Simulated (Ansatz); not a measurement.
# How BAs (F-43m) expands on warming

Aim: the lattice, expansion, heat capacity and bulk modulus of BAs as it warms.

Measurements to reproduce:
- volume expansion coefficient 11.55 1e-6/K near room temperature (given in “Basic Physical Properties of Cubic Boron Arsenide (three times its linear coefficient)”, 2019, arxiv:1911.11281)
- volume expansion coefficient 10.8 1e-6/K near room temperature (given in “Thermal expansion coefficients of high thermal conducting BAs and BP materials (three times its linear coefficient)”, 2019, arxiv:1906.04101)

Main program and level: Ansatz 0.2.0; DFT PBE, scalar-relativistic, plane waves, PAW, in the first sound run; inputs show where later runs differ.

### 1. The starting structure

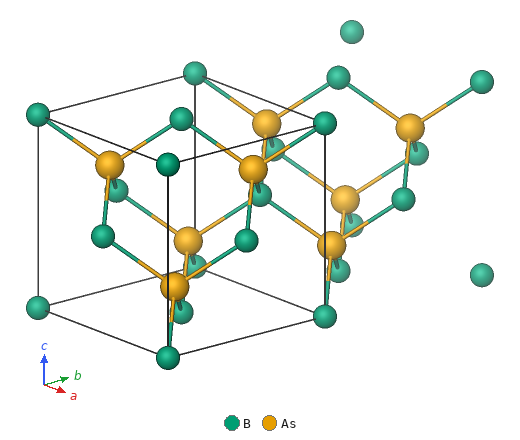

The cell as given, from a free direction (boron teal, arsenic orange). 1×2×1 cells are drawn. This picture shows the conventional cell, with its axes. Bonds to atoms that aren't drawn are left out. Some periodic images of atoms are drawn too.

### 2. Probe on a coarse mesh

Before spending time, one coarse run tells the gap and the pressure of the starting cell.

File input.yaml:

```yaml
crystal:
  lattice:
    - [0.0, 2.3885, 2.3885]
    - [2.3885, 0.0, 2.3885]
    - [2.3885, 2.3885, 0.0]
  atoms:
    - { symbol: B, position: [0.0, 0.0, 0.0] }
    - { symbol: As, position: [0.25, 0.25, 0.25] }
kpoints:
  mp_grid: { grid: [6, 6, 6] }
hamiltonian:
  xc: pbe
scf:
  occupations: { method: gaussian, width: 0.1 }
output:
  forces: true
  stress: true
  eigenvalues: true
```

Started as:

```sh
$ ansatz run input.yaml --threads 4 --pin off --max-ram 16384MiB --backend cpu --events-out ev --progress --plain --runs-dir out
```

Numbers of over 12 decimals in the logs are rounded to 6 here.

The log of the run:

```text
Engine: ansatz 0.2.0, aarch64-unknown-linux-gnu
Pseudopotentials: kind: paw
Pseudopotential: B, paw, valence charge 3, recommended cutoff 420 eV (normal), B.paw.azcp
Pseudopotential: As, paw, valence charge 15, recommended cutoff 420 eV (normal), As.paw.azcp
Functional definition: PBE
  parameter kappa = 0.804
  parameter beta = 0.066725
  exchange = pbe_x(kappa = kappa, mu = beta*pi^2/3)
  correlation = pbe_c(beta = beta)
Crystal: 2 atoms, lattice volume = 27.252 Å³
Basis set: ecut = 420 eV, 531 PW (Γ), exchange–correlation on 48×48×48 points (8 copies of the dense FFT grid, shifted against one another)
Bands: 13, of which v1, the nominal top of the filled ones, is band 9 counted from 1 (8 counted from 0)
Symmetry: 24 space group operations
Space group: F-43m (ITA 216), of the structure as read, at distance tolerance 3.0e-5 Å
k-points: 16 of 216 (time reversal used)
Non-local potential: B, projectors of the file, l = 0: 2, l = 1: 2, l = 2: 1
Non-local potential: As, projectors of the file, l = 0: 2, l = 1: 2, l = 2: 3, l = 3: 1
PAW form: soft (Blöchl's): semilocal exchange-correlation on the pseudo side does not see the compensation charge
PAW one-centre angular grid: B, 110 points (default); XC on 64 Gauss nodes
PAW one-centre angular grid: As, 590 points (default); XC on 64 Gauss nodes
Initial density: superposition of atomic densities (neutral atoms: chi_scale 0, normalization atom), corrected by the library's trained network
Initial wavefunctions: pseudopotential atomic-orbital guess
Functional: x = pbe(κ = 0.804, μ = 0.219515), c = pbe(β = 0.066725)
SCF iter   1: F=—  HF=-5012.081530 eV  |F-HF|=—  |Δ(HF+E_count)|=         —  Δρ=8.65e-4  dr2=1.40e-4  ethr=1.77e-3  ⟨swp⟩=5.1  Hψ=1179  notcnv=0
preconditioner: auto → none  [insulator: Δε(μ)=1.284 eV  Ē_g=12.417 eV  σ=0.100 eV  W_gap=1.00  n_scr=8 (ndim 8)  ℏωp=20.1 eV  f_vac=0.001  D(μ)=0.00/eV (n_scr^D=0)  ε∞_Penn≈3.6]
SCF iter   2: F=—  HF=-5012.081536 eV  |F-HF|=—  |Δ(HF+E_count)|=   5.84e-6  Δρ=4.67e-4  dr2=3.64e-5  ethr=7.77e-7  ⟨swp⟩=2.4  Hψ=481  notcnv=0
SCF iter   3: F=—  HF=-5012.081573 eV  |F-HF|=—  |Δ(HF+E_count)|=   3.68e-5  Δρ=2.10e-4  dr2=6.76e-6  ethr=2.02e-7  ⟨swp⟩=2.0  Hψ=350  notcnv=0
SCF iter   4: F=—  HF=-5012.081585 eV  |F-HF|=—  |Δ(HF+E_count)|=   1.26e-5  Δρ=3.86e-5  dr2=4.08e-7  ethr=3.76e-8  ⟨swp⟩=2.0  Hψ=271  notcnv=0
iter 5 did not close the SCF: its close was put off for the readings that it lacked (scf_convergence_deferred on its scf_iter line)
SCF iter   5: F=-5012.081585 eV  HF=-5012.081585 eV  |F-HF|=1.59e-8  |Δ(HF+E_count)|=   1.58e-8  Δρ=8.24e-6  dr2=1.39e-8  ethr=2.27e-9  ⟨swp⟩=2.0  Hψ=352  notcnv=0
SCF iter   6: F=-5012.081585 eV  HF=-5012.081585 eV  |F-HF|=1.75e-9  |Δ(HF+E_count)|=   2.14e-8  Δρ=3.08e-6  dr2=2.91e-9  ethr=7.74e-11  ⟨swp⟩=2.0  Hψ=658  notcnv=0
SCF 1 converged in 6 iterations: F = -5012.081585 eV  dr2 = 2.91e-9
  greatest PAW one-centre occupation: 0.999 electrons in one spin orbital (limit 2), on the As atom at site 1 (counted from 0), in its partial waves of l = 2
SCF converged after 6 iterations
Free energy (F): -5012.081585 eV
Harris-Foulkes:  -5012.081585 eV  (|F-HF|=1.75e-9)
Internal energy: -5012.081585 eV  (E = F + TS)
E sigma→0 (E₀):  -5012.081585 eV
Fermi energy:    11.769444 eV
--- Per-component energies (eV) ---
  E_band       = -210.158264
  E_kinetic    = 152.187546
  E_local      = -1694.072837  (includes V_loc(G=0)·N_el)
  E_nonlocal   = -657.821164
  E_hartree    = 940.154487
  E_xc         = -111.434969
  E_vxc        = -117.669024  (∫ρ·V_xc dr)
  E_paw        = -1915.319658  (= ΣΔE_a)
  E_vpaw       = 226.906683  (= ΣTr[D̂ρ^β])
  E_aug_tail   = 0.000007  (compensation charges beyond the density's cutoff)
  E_ewald      = -1725.774997
  E_smearing   = -0.000000  (= −TS)
  E_closure    = 0.000000  (closes the sum)
  Σ components = -5012.081585   (vs F -5012.081585, Δ=0.00e0)
--- Forces (eV/Å), atoms counted from 1 ---
  atom   1  B      0.00000000    -0.00000000    -0.00000000
  atom   2  As     0.00000000    -0.00000000     0.00000000
  max |Σ_I F_I| component: 5.93e-16 eV/Å
--- Stress (GPa, compression-positive) ---
        2.807681       0.000000      -0.000000
       -0.000000       2.807681       0.000000
        0.000000       0.000000       2.807681
  P = ⅓ Tr σ = 2.8077 GPa (28.077 kbar)
--- Band table (eV; the first three rows and the last of 16) ---
  k-point 0: bands = [... 5 lower, -4.2734, 11.1319, 11.1319, 11.1319, 14.4103, 14.4103, 14.4103, 15.8058]
  k-point 1: bands = [... 5 lower, -3.8203, 8.1749, 10.4507, 10.4507, 14.4318, 15.2984, 15.2984, 17.7796]
  k-point 2: bands = [... 5 lower, -2.5541, 4.3959, 9.6171, 9.6171, 13.9926, 15.9691, 15.9691, 19.8275]
  k-point 15: bands = [... 5 lower, 0.0262, 2.9360, 5.9840, 6.1810, 14.9163, 15.1259, 19.8006, 20.0341]
```

Wall time 0.27 s (4 threads of Arm Neoverse V2, shared host); peak memory 0.27 GiB.

A gap read on the k-mesh alone can miss the band edges.

Numbers from this step:

```
pressure          : 2.808 GPa
gap on the k-mesh : 1.281 eV
volume per atom   : 13.63 Å³
```

The start is under 2.8 GPa at this level and looks like an insulator or semiconductor on this mesh.

### 3. Relaxation

The vibrations must be taken about the equilibrium of this functional, not about the starting cell, so the structure is relaxed.

input.yaml, the sections that differ from step 2:

```yaml
kpoints:
  mp_grid: { grid: [10, 10, 10] }
scf:
  occupations: { method: gaussian, width: 0.02 }
output:
  forces: true
  stress: true
  eigenvalues: true
  write_density: true
  write_potential: true
  elf: true
  volumetric_format: npy
relax:
  adjacent_minimum: "off"
  f_tol: 0.005
  max_steps: 80
  cell: { stress_tol: 0.05 }
# crystal, hamiltonian: as in step 2
```

The log of the run:

```text
[...]
Crystal: 2 atoms, lattice volume = 27.252 Å³
Basis set: ecut = 420 eV, 531 PW (Γ), exchange–correlation on 48×48×48 points (8 copies of the dense FFT grid, shifted against one another)
Bands: 13, of which v1, the nominal top of the filled ones, is band 9 counted from 1 (8 counted from 0)
Symmetry: 24 space group operations
[...]
k-points: 47 of 1000 (time reversal used)
[...]
SCF iter   1: F=—  HF=-5012.100099 eV  |F-HF|=—  |Δ(HF+E_count)|=         —  Δρ=7.94e-4  dr2=9.93e-5  ethr=1.77e-3  ⟨swp⟩=6.0  Hψ=3363  notcnv=0
[...]
SCF iter   6: F=-5012.100282 eV  HF=-5012.100282 eV  |F-HF|=1.04e-8  |Δ(HF+E_count)|=   9.28e-9  Δρ=6.14e-6  dr2=7.47e-9  ethr=4.62e-10  ⟨swp⟩=4.9  Hψ=3082  notcnv=0
SCF 1 converged in 6 iterations: F = -5012.100282 eV  dr2 = 7.47e-9
[...]
relax step   1: F+E_penalty+E_count = -5012.10028247 eV  Δ(F+E_penalty+E_count) = +0.000e0 eV  max|allowed force component| = 2.594e-16 eV/Å  Δτ_max = 0.0000 Å  P = +2.769 GPa  Ω = 27.252 Å³  (6 SCF iters, dr2 threshold 1.00e-7 eV, accepted)
Crystal: 2 atoms, lattice volume = 27.650 Å³
Basis set: ecut = 420 eV, 537 PW (Γ), exchange–correlation on 48×48×48 points (8 copies of the dense FFT grid, shifted against one another)
[...]
iter 1 solved again at ethr=1.07e-5 eV; its pass at ethr=3.10e-3 eV (dr2=1.93e-3 eV) is discarded
[...]
SCF iter   5: F=-5012.104374 eV  HF=-5012.104374 eV  |F-HF|=5.67e-8  |Δ(HF+E_count)|=   1.92e-7  Δρ=1.71e-5  dr2=7.58e-8  ethr=1.11e-9  ⟨swp⟩=5.4  Hψ=3467  notcnv=0
SCF 2 converged in 5 iterations: F = -5012.104374 eV  dr2 = 7.58e-8
relax step   2: F+E_penalty+E_count = -5012.10437398 eV  Δ(F+E_penalty+E_count) = -4.092e-3 eV  max|allowed force component| = 4.134e-17 eV/Å  Δτ_max = 0.0000 Å  P = +0.750 GPa  Ω = 27.650 Å³  energy of the carried Pulay correction = -2.452e-4 eV  (5 SCF iters, dr2 threshold 2.00e-7 eV, accepted)
Crystal: 2 atoms, lattice volume = 27.801 Å³
[...]
SCF iter   5: F=-5012.104644 eV  HF=-5012.104644 eV  |F-HF|=9.73e-9  |Δ(HF+E_count)|=   3.72e-8  Δρ=7.29e-6  dr2=1.48e-8  ethr=1.11e-9  ⟨swp⟩=8.0  Hψ=3725  notcnv=0
SCF 3 converged in 5 iterations: F = -5012.104644 eV  dr2 = 1.48e-8
relax step   3: F+E_penalty+E_count = -5012.10464396 eV  Δ(F+E_penalty+E_count) = -2.700e-4 eV  max|allowed force component| = 1.156e-16 eV/Å  Δτ_max = 0.0000 Å  P = +0.023 GPa  Ω = 27.801 Å³  energy of the carried Pulay correction = -3.372e-4 eV  (5 SCF iters, dr2 threshold 2.00e-7 eV, accepted)
[...]
SCF iter   5: F=-5012.104996 eV  HF=-5012.104996 eV  |F-HF|=6.37e-12  |Δ(HF+E_count)|=  2.91e-10  Δρ=1.47e-7  dr2=3.61e-12  ethr=1.00e-12  ⟨swp⟩=5.2  Hψ=2260  notcnv=0
SCF 4 converged in 5 iterations: F = -5012.104996 eV  dr2 = 3.61e-12
relax step   4: F+E_penalty+E_count = -5012.10499585 eV  Δ(F+E_penalty+E_count) = -3.519e-4 eV  max|allowed force component| = 1.879e-17 eV/Å  Δτ_max = 0.0000 Å  P = +0.038 GPa  Ω = 27.801 Å³  stress off target by 3.84e-2 GPa  SCF on the basis re-selected at this cell (its energy is not comparable with the rows above)  (5 SCF iters)
basis re-selected at this cell: Δ(F+E_penalty+E_count) = -3.519e-4 eV, ΔP = +0.015 GPa vs the last step (what re-selecting the basis moved, of the pressure what is left beyond the Pulay correction that the steps carried, after the strain that the cell walked since its last selection, with what the two solves' SCF thresholds leave and, on support functions, any second-order correction that the steps lacked; it is no m [...]
SCF converged after 5 iterations
Free energy (F): -5012.104996 eV
[...]
Internal energy: -5012.104996 eV  (E = F + TS)
E sigma→0 (E₀):  -5012.104996 eV
Fermi energy:    11.412359 eV
[...]
--- Stress (GPa, compression-positive) ---
        0.038354       0.000000      -0.000000
        0.000000       0.038354       0.000000
       -0.000000       0.000000       0.038354
  P = ⅓ Tr σ = 0.0384 GPa (0.384 kbar)
--- Band table (eV; the first three rows and the last of 47) ---
  k-point 0: bands = [... 5 lower, -4.4128, 10.8104, 10.8104, 10.8104, 14.0667, 14.0667, 14.0667, 15.2325]
  k-point 1: bands = [... 5 lower, -4.2516, 9.4270, 10.5163, 10.5163, 14.1669, 14.4556, 14.4556, 16.1574]
  k-point 2: bands = [... 5 lower, -3.7764, 7.0962, 9.9536, 9.9536, 13.9196, 15.1634, 15.1634, 17.8301]
  k-point 46: bands = [... 5 lower, -0.1997, 2.7939, 5.5748, 5.8259, 15.3332, 15.6189, 18.5236, 18.6597]
--- Relaxed structure (3 steps of the walk, 3 accepted, 1 SCFs on fresh bases) ---
  F+E_penalty+E_count = -5012.10499585 eV   max|allowed force component| = 1.879e-17 eV/Å   (the final SCF, on the basis selected at the relaxed cell)
  cell:  # Å, volume = 27.8007 Å³
    - [0, 2.404411, 2.404411]
    - [2.404411, 0, 2.404411]
    - [2.404411, 2.404411, 0]
  atoms:
    - { symbol: B, position: [0, 0, 0] }
    - { symbol: As, position: [0.250000, 0.250000, 0.250000] }
```

It took 1.9 s on 4 threads; peak memory 0.32 GiB.

Step by step:

| step | energy less that of the first step (eV) | largest force component (eV/Å) | pressure (GPa) | volume (Å³) |
| --- | --- | --- | --- | --- |
| 1 | 0.0000 | 0.0000 | 2.77 | 27.25 |
| 2 | -0.0041 | 0.0000 | 0.75 | 27.65 |
| 3 | -0.0044 | 0.0000 | 0.02 | 27.80 |
| 4* | -0.0047 | 0.0000 | 0.04 | 27.80 |

Relaxation steps marked * repeat the geometry before them on a plane-wave basis chosen anew for their cell, so energy and pressure can jump there.

The run keeps the 24 symmetry operations that it works with, so distortions that break them were not tested.

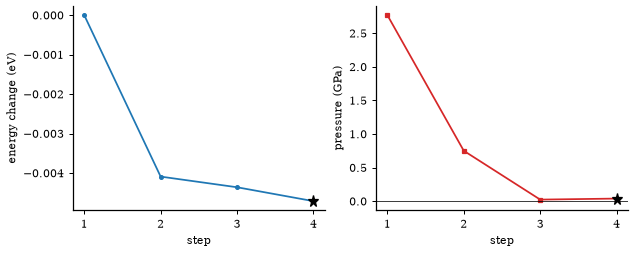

Energy and pressure along the relaxation. Stars mark steps on a basis chosen anew.

| conventional cell, symmetrised | before | after | change |
| --- | --- | --- | --- |
| a (Å) | 4.777 | 4.809 | +0.7 % |
| b (Å) | 4.777 | 4.809 | +0.7 % |
| c (Å) | 4.777 | 4.809 | +0.7 % |
| volume (Å³/atom) | 13.63 | 13.90 | +2.0 % |

Final coordinates:

```cif
data_structure
_symmetry_space_group_name_H-M 'P 1'
_symmetry_Int_Tables_number 1
_cell_length_a 3.4004
_cell_length_b 3.4004
_cell_length_c 3.4004
_cell_angle_alpha 60.000
_cell_angle_beta 60.000
_cell_angle_gamma 60.000
_cell_volume 27.80
loop_
_atom_site_label
_atom_site_type_symbol
_atom_site_fract_x
_atom_site_fract_y
_atom_site_fract_z
_atom_site_occupancy
B1 B 0.00000 0.00000 0.00000 1
As2 As 0.25000 0.25000 0.25000 1
```

Numbers from this step:

- pressure: 0.03835 GPa
- gap on the k-mesh: 1.204 eV
- volume per atom: 13.90 Å³

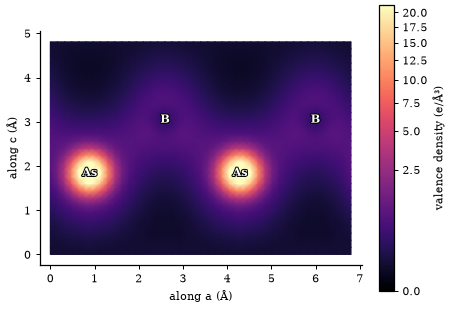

Valence density in the ac plane of a cell with a along [110], b along [-110] and c along [001] of the cube at fractional y = 0.000, with atoms of B and As within 0.2 Å of it. It is the smooth field of the valence electrons, not physical close to the nuclei. The map starts off the cell's origin, so that atoms lie inside it. The colour scale is stretched toward low values.

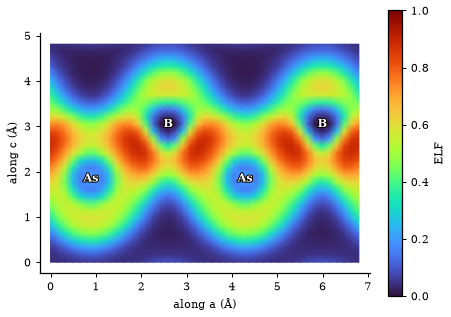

ELF in the ac plane of a cell with a along [110], b along [-110] and c along [001] of the cube at fractional y = 0.000, with atoms of B and As within 0.2 Å of it. It is the smooth field of the valence electrons, not physical close to the nuclei. The map starts off the cell's origin, so that atoms lie inside it.

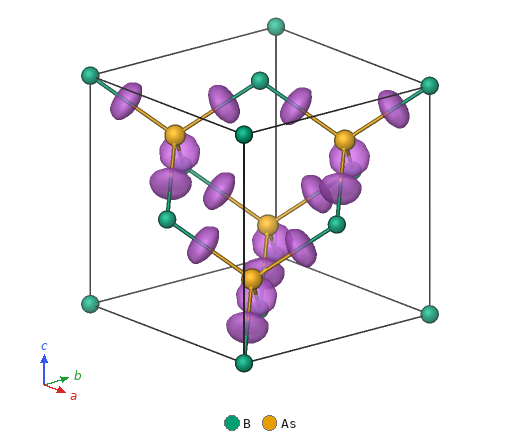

Surface of ELF = 0.82. Bonds to atoms that aren't drawn are left out.

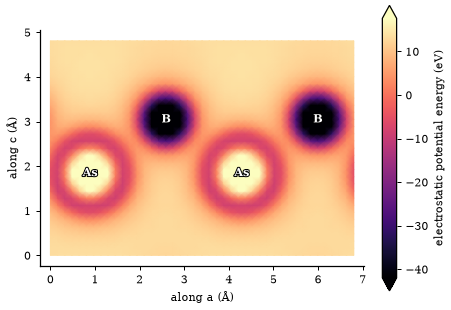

Electrostatic potential energy in the ac plane of a cell with a along [110], b along [-110] and c along [001] of the cube at fractional y = 0.000, with atoms of B and As within 0.2 Å of it. With pseudopotentials it is smooth inside the atoms' cores, unlike the true potential. The map starts off the cell's origin, so that atoms lie inside it.

The relaxation ends with a pressure of 0.04 GPa.

### 4. Tight relaxation

The relaxation is repeated with tighter thresholds on force and stress, since phonons are sensitive to what is left; a change of mesh or smearing in the input moves the cell too.

File input.yaml:

```yaml
crystal:
  lattice:
    - [0.0, 2.4044111882, 2.4044111882]
    - [2.4044111882, 0.0, 2.4044111882]
    - [2.4044111882, 2.4044111882, 0.0]
  atoms:
    - { symbol: B, position: [0.0, 0.0, 0.0] }
    - { symbol: As, position: [0.25, 0.25, 0.25] }
kpoints:
  mp_grid: { grid: [12, 12, 12] }
hamiltonian:
  xc: pbe
scf:
  occupations: { method: fixed }
output:
  forces: true
  stress: true
  eigenvalues: true
relax:
  adjacent_minimum: "off"
  f_tol: 0.001
  max_steps: 60
  cell: { stress_tol: 0.01 }
```

The log of the run:

```text
[...]
Crystal: 2 atoms, lattice volume = 27.801 Å³
Basis set: ecut = 420 eV, 537 PW (Γ), exchange–correlation on 48×48×48 points (8 copies of the dense FFT grid, shifted against one another)
Bands: 13, of which v1, the nominal top of the filled ones, is band 9 counted from 1 (8 counted from 0)
Symmetry: 24 space group operations
[...]
k-points: 72 of 1728 (time reversal used)
[...]
k-point 71: bands = [... 5 lower, -0.1884, 2.8452, 5.4473, 5.7371, 16.0665, 16.6367, 17.5777, 17.7271]
--- Relaxed structure (3 steps of the walk, 3 accepted, 1 SCFs on fresh bases) ---
[...]
cell:  # Å, volume = 27.8090 Å³
    - [0, 2.404650, 2.404650]
    - [2.404650, 0, 2.404650]
    - [2.404650, 2.404650, 0]
  atoms:
    - { symbol: B, position: [0, 0, 0] }
    - { symbol: As, position: [0.250000, 0.250000, 0.250000] }
[key lines of the parts left out:]
SCF converged after 4 iterations
Free energy (F): -5012.105337 eV
Fermi energy:    10.805591 eV
P = ⅓ Tr σ = -0.0000 GPa (-0.000 kbar)
```

Wall time 2.4 s (4 threads); peak memory 0.33 GiB.

Little changed from the start: no atom moved by 0.005 Å and no cell edge by 0.1 %.

This step gave:

```yaml
pressure: -5.08e-6 GPa
gap_on_the_k_mesh: 1.213 eV
```

The residual pressure is -5.1e-6 GPa, small enough for phonons.

(Continued in part 2 of 2.)

[Logs are printed without paths, hosts, clocks, repeated set-up lines and the standing remarks that a program may print on its own settings, such as how far it seeks lower states.]

[Hosts, paths, dates, database ids (printed as entryN), source tags and the programs' standing remarks are cut or masked in the printed files.]

[A step with changed settings may run another functional than the one named; its input shows which.]
